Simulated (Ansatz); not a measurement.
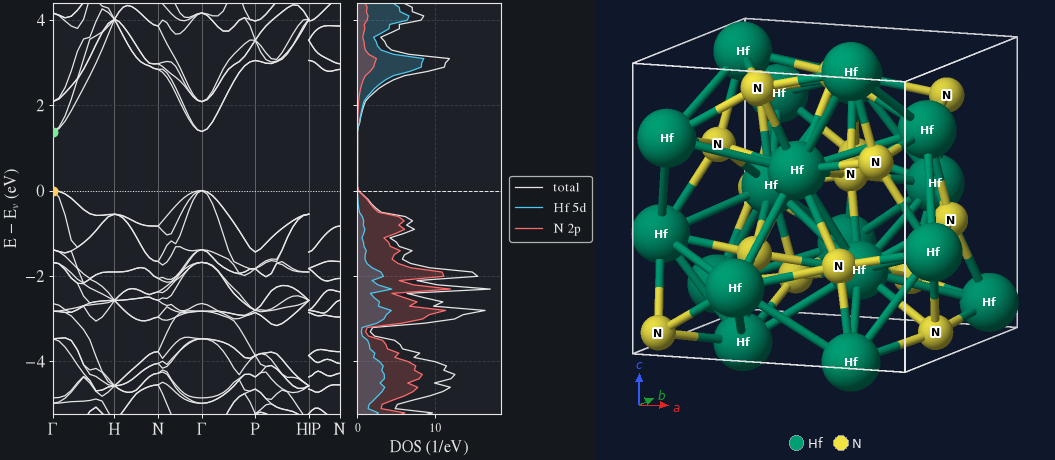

Write a caption that states what the plot shows.

Band structure and density of states of Hf3N4, space group I-43d, 14 atoms in the cell, beside the structure. Computed with Ansatz 0.2.0: DFT r2SCAN, scalar-relativistic, plane waves, PAW, no spin polarisation, 6×6×6 k mesh, 500 eV cutoff. Energies are counted from the top of the valence band. The partial curves are projected on Löwdin-orthogonalised atomic shells.

A semiconductor. The gap along this path is 1.38 eV and direct: both edges lie at Γ. Three bands meet at the valence-band top at Γ: it is triply degenerate (spin aside). The top valence band spans 1.4 eV and the lowest conduction band 2.6 eV. The direct gaps are 4.49 eV at P, 3.67 eV at N and 4.57 eV at H.

Spin-orbit coupling is left out, which matters for Hf.
